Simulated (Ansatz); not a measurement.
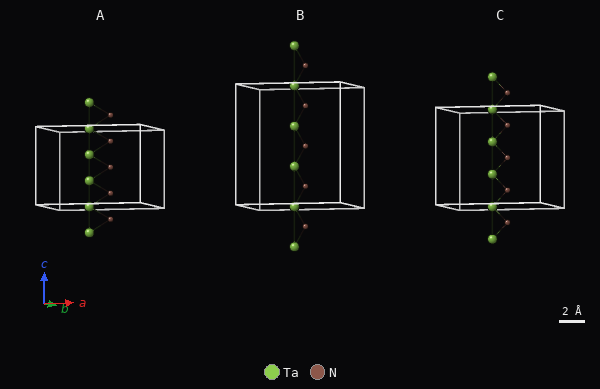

3 geometries from one relaxation of a wire of composition TaN, in shuffled order. The picture is a ball-and-stick view of the 3 repeat of the cell, with the vacuum cut short, seen from a free direction.

Case: strip chain of atoms.

All numbers below come from Ansatz 0.2.0, DFT PBE, scalar-relativistic, plane waves, PAW. (plane-wave cutoff 420 eV; k-point mesh 1 × 1 × 30; occupations gaussian; smearing width 0.05 eV; collinear spin; cell relaxed at fixed a, b, alpha, beta, gamma; force threshold 0.01 eV/Å; at most 45 steps)

**Order the frames from highest to lowest energy.**

A, C, B. They are steps 0, 5, 23, at +4.116 eV per cell of the calculation, +0.912 eV per cell of the calculation relative to the last. The largest moves relative to the layer's centre, 0.43 Å, are those of Ta and N atoms. By element the largest moves are Ta 0.43 Å, N 0.43 Å. Along the periodic axis the drawn cell goes c 6.321 → 9.764 Å (+54.5 %). Among the contacts that change: Ta–Ta 2.107 → 3.255 Å, N–Ta 2.076 → 1.874 Å. Bond angles that change, for instance: N–Ta–N 61.0° → 120.5°, Ta–N–Ta 61.0° → 120.5°, Ta–Ta–N 120.5° → 150.3°. The energy falls by 4.116 eV per cell of the calculation in 19 accepted moves (23 points after the start). Largest force component: 2.2 eV/Å at the start, 0.0023 eV/Å at the end. The line search rejected the trial step at point 15 of the run. At 3 points the geometry stayed and the basis and grid were re-selected for the new cell (energy shift of 0.317 eV per cell of the calculation at most each time). The program noted that the starting moments weren't kept. The run may lie on a higher electronic state than the lowest, so the end point isn't shown to be the ground-state structure.

Limits of the set-up: the k-point mesh is coarse for a cell with partly filled bands.
